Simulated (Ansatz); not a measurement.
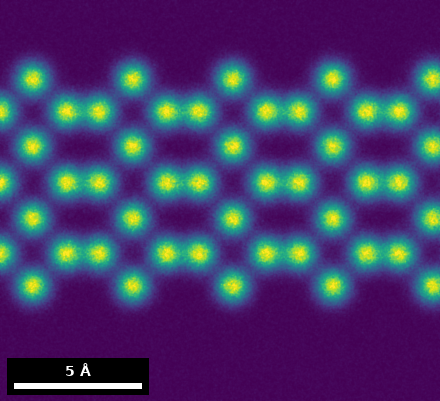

Cross-section of a (001) slab of Ti (P6/mmm), seen along a direction in its plane, the normal pointing up. Simulated incoherent Z contrast: every atom adds Z^1.7 spread by a probe of 1.01 Å full width; channelling and multiple scattering are left out. Shot noise was added. Structure: coordinates from a relaxation in a fixed cell with DFT PBEsol, scalar-relativistic, plane waves, PAW in Ansatz 0.2.0.

Q: How many atomic planes does the slab have, and what do they hold from top to bottom?

A: 7 planes (atoms within 0.35 Å in height count as one plane):

| plane | content | depth below the top plane (Å) |
| --- | --- | --- |
| 1 | Ti | 0.0 |
| 2 | Ti | 1.3 |
| 3 | Ti | 2.6 |
| 4 | Ti | 4.0 |
| 5 | Ti | 5.5 |
| 6 | Ti | 6.8 |
| 7 | Ti | 8.1 |

Q: How thick is it, and how does it end on either side?

A: The outermost planes are 8.1 Å apart. The upper face ends in Ti and the lower in Ti, so the sequence of planes is the same from both sides.
